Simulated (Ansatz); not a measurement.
System BN (space group R3m, No. 160); source of the atomic positions: the geometry relaxed with DFT PBEsol, scalar-relativistic, plane waves, PAW (Ansatz).

```cif
data_structure
_symmetry_space_group_name_H-M 'R3m:H'
_symmetry_Int_Tables_number 160
_cell_length_a 2.5042
_cell_length_b 2.5042
_cell_length_c 10.4446
_cell_angle_alpha 90.000
_cell_angle_beta 90.000
_cell_angle_gamma 120.000
_cell_volume 56.72
loop_
_atom_site_label
_atom_site_type_symbol
_atom_site_symmetry_multiplicity
_atom_site_Wyckoff_symbol
_atom_site_fract_x
_atom_site_fract_y
_atom_site_fract_z
_atom_site_occupancy
B1 B 3 a 0.00000 0.00000 0.00038 1
N1 N 3 a 0.66667 0.33333 0.00052 1
```

Describe how the polyhedra about B are linked (bonds: B–N below 1.6 Å).

B: BN3 triangle, sharing corners with six neighbours.

They form layers of corner-sharing triangles parallel to (001).

Centre to centre across a shared corner: 2.50 Å.

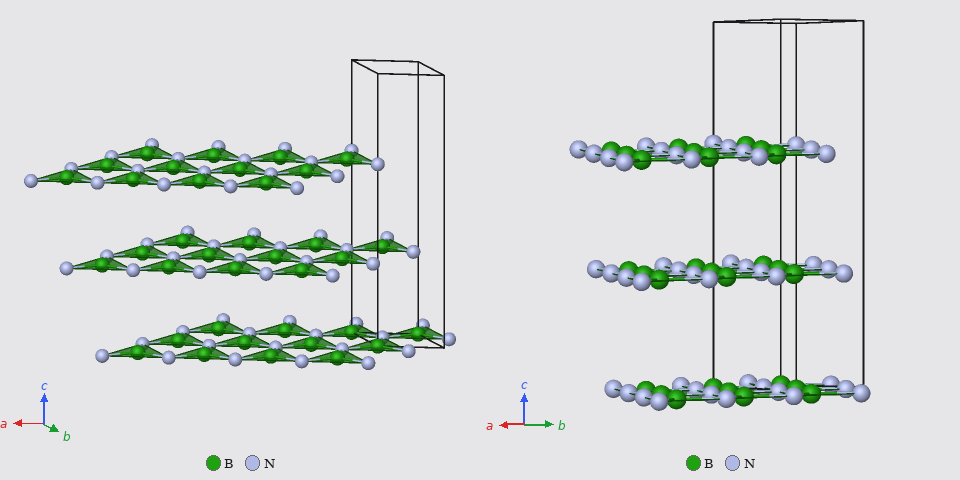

Polyhedra are drawn about B (bonds: B–N below 1.6 Å); other atoms are plain spheres. Two views of the same piece.
